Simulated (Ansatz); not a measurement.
```cif
data_structure
_symmetry_space_group_name_H-M 'P 1'
_symmetry_Int_Tables_number 1
_cell_length_a 4.0244
_cell_length_b 4.0244
_cell_length_c 4.0244
_cell_angle_alpha 90.000
_cell_angle_beta 90.000
_cell_angle_gamma 90.000
_cell_volume 65.18
loop_
_atom_site_label
_atom_site_type_symbol
_atom_site_fract_x
_atom_site_fract_y
_atom_site_fract_z
_atom_site_occupancy
K1 K 0.50000 0.50000 0.50000 1
Ta1 Ta 0.00000 0.00000 0.00000 1
O1 O 0.50000 0.00000 0.00000 1
O2 O 0.00000 0.50000 0.00000 1
O3 O 0.00000 0.00000 0.50000 1
```

Space group Pm-3m.

Theory: DFT PBE, scalar-relativistic, plane waves, PAW in Ansatz.

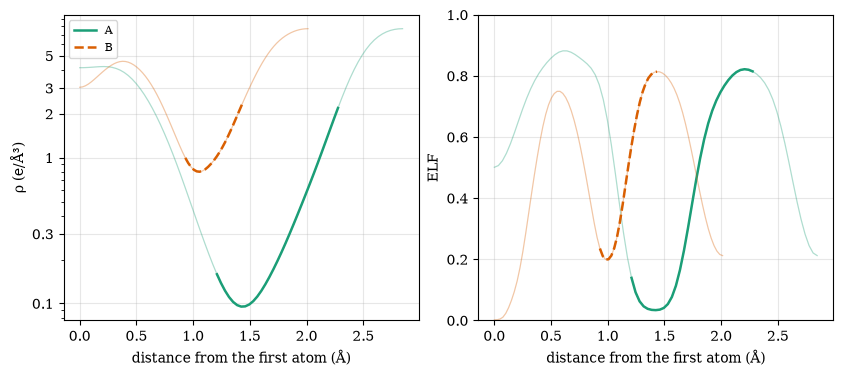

KTaO3. Valence electron density and electron localisation function along straight lines between neighbouring atoms. Thin, pale parts lie inside the atomic spheres.

In a PAW calculation such maps are meaningful between the atoms, not at the nuclei.

Q: Which curve belongs to which contact (K–O and Ta–O)? The first atom named is at distance zero.

A: Curve A: K–O (2.85 Å): ρ at the midpoint is about 0.1 e/Å³; the ELF is about 0.05 at the midpoint: a closed-shell, largely ionic contact. Curve B: Ta–O (2.01 Å): ρ at the midpoint is about 0.83 e/Å³; the ELF peaks at about 0.80 in the valence shell of O, 0.6 Å from its nucleus, and drops to about 0.20 between the two atoms; no localised pair shows between them.
